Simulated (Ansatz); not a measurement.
```
CELL_PARAMETERS angstrom
3.01578 0.00000 0.00000
0.00000 5.75103 0.00000
0.00000 0.00000 22.53184
ATOMIC_POSITIONS crystal
O 0.50000 0.85788 0.03146
O 0.50000 0.40181 0.03129
Ga 0.00000 0.64288 0.03529
Ga 0.50000 0.12860 0.07406
O 0.00000 0.12463 0.11949
O 0.00000 0.62893 0.12116
Ga 0.50000 0.62382 0.16673
Ga 0.00000 0.14167 0.20423
O 0.50000 0.34976 0.20770
O 0.50000 0.89719 0.21069
O 0.00000 0.09637 0.29169
O 0.00000 0.64436 0.29559
Ga 0.50000 0.85289 0.29782
Ga 0.00000 0.36901 0.33558
O 0.50000 0.35994 0.38164
O 0.50000 0.87298 0.38266
Ga 0.00000 0.86886 0.42780
Ga 0.50000 0.37674 0.46688
O 0.00000 0.59433 0.46962
O 0.00000 0.13045 0.47491
O 0.00000 0.88163 0.58957
O 0.50000 0.37251 0.55406
Zn 0.50000 0.04414 0.55938
Zn 0.00000 0.54795 0.58047
O 0.50000 0.01372 0.71017
O 0.00000 0.51623 0.67070
Zn 0.00000 0.85452 0.67850
Zn 0.50000 0.34352 0.69845
O 0.00000 0.85706 0.82401
O 0.50000 0.37570 0.78819
Zn 0.50000 0.04618 0.80380
Zn 0.00000 0.55002 0.80655
O 0.50000 0.11675 0.90425
O 0.00000 0.61272 0.94652
Zn 0.00000 0.91729 0.91380
Zn 0.50000 0.40200 0.94064
```

These are results of DFT LDA, scalar-relativistic, plane waves, PAW (Ansatz), not measurements.

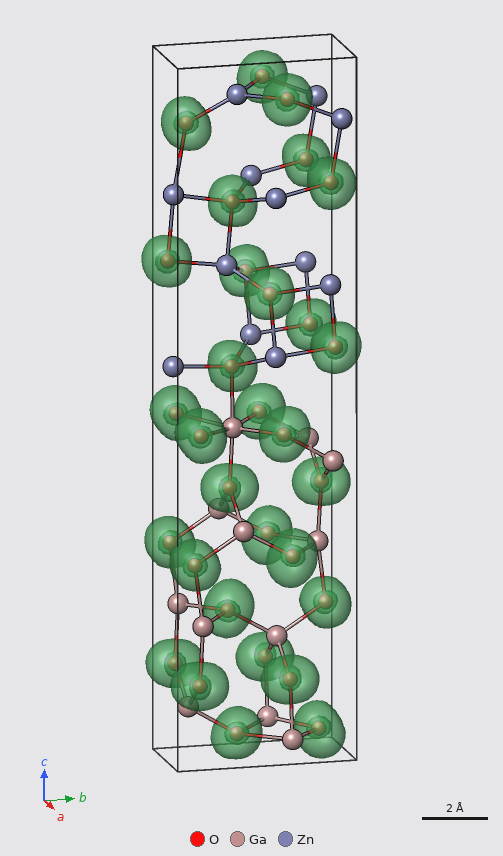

Zn2Ga2O5 (interface cell). Isosurface of the ELF at 0.7 (green), seen slightly off an axis. Core shells and regions of very low density are left out. Sticks mark near contacts.

**Identify the bonds, lone pairs and shells in this picture.**

At this value the surface marks out 20 regions wrapped around O (the valence shell of each), counted in one cell of 36 atoms. Any copies at cell faces, edges or corners count once. Profiles from the grid: Zn–O (1.81 Å): the ELF peaks at about 0.80 in the valence shell of O, 0.6 Å from its nucleus, and is about 0.35 at the midpoint. Ga–O (1.82 Å): the ELF peaks at about 0.80 in the valence shell of O, 0.6 Å from its nucleus, and is about 0.40 at the midpoint.

**Metal or insulator at this level of theory?**

It is gapped, with a Kohn–Sham gap of 0.77 eV on the k-point mesh (the band edges may lie off the mesh, which would make the gap smaller).
